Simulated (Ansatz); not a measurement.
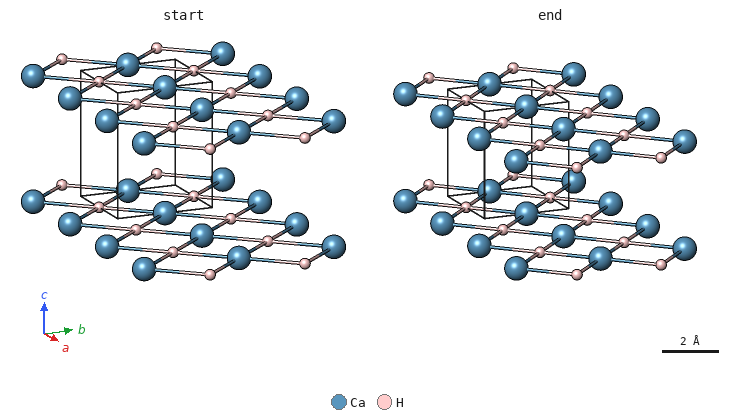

The structure of solid CaH (a generated structure, set up in Pmmm) (coarse preliminary run) before (left) and after (right) a relaxation, at one scale.

Style: ball-and-stick. Shown: the cell of the calculation, repeated 3 × 1 × 1 with one cell outlined, slightly off an axis.

Method: DFT PBE, scalar-relativistic, plane waves, PAW (Ansatz 0.2.0). Set-up: plane-wave cutoff 420 eV; k-point mesh 6 × 6 × 4; occupations gaussian; smearing width 0.1 eV; no spin polarisation; cell and atoms relaxed; force threshold 0.04 eV/Å; at most 70 steps.

Summarise the run.

Over 4 accepted moves (5 points after the start) the energy falls by 95.3 meV per atom. All forces vanish by symmetry, so only the cell relaxes. Pressure: −2.84 GPa at the start and −0.11 GPa at the end. At 1 point the geometry stayed and the basis and grid were re-selected for the new cell (energy shift of 0.8 meV per atom at most each time). No atom moves by more than 0.005 Å relative to the cell. The volume changes by −24.5 %, with a 3.314 → 3.310 Å (−0.1 %), b 3.731 → 3.310 Å (−11.3 %), c 4.697 → 3.999 Å (−14.9 %). Among the contacts that change: Ca–Ca 3.731 → 3.310 Å, Ca–H 2.495 → 2.341 Å. Among the angles between lasting bonds that change: Ca–H–Ca 96.8° → 90.0°, H–Ca–H 83.2° → 90.0°, Ca–H–Ca 83.2° → 90.0°. The space group (tolerance 0.01 Å) goes from Pmmm (No. 47) to P4/mmm (No. 123). The run took 13 s on 1 thread of Intel(R) Xeon(R) Platinum 8488C (Sapphire Rapids), on a shared host, peak memory 0.38 GiB.
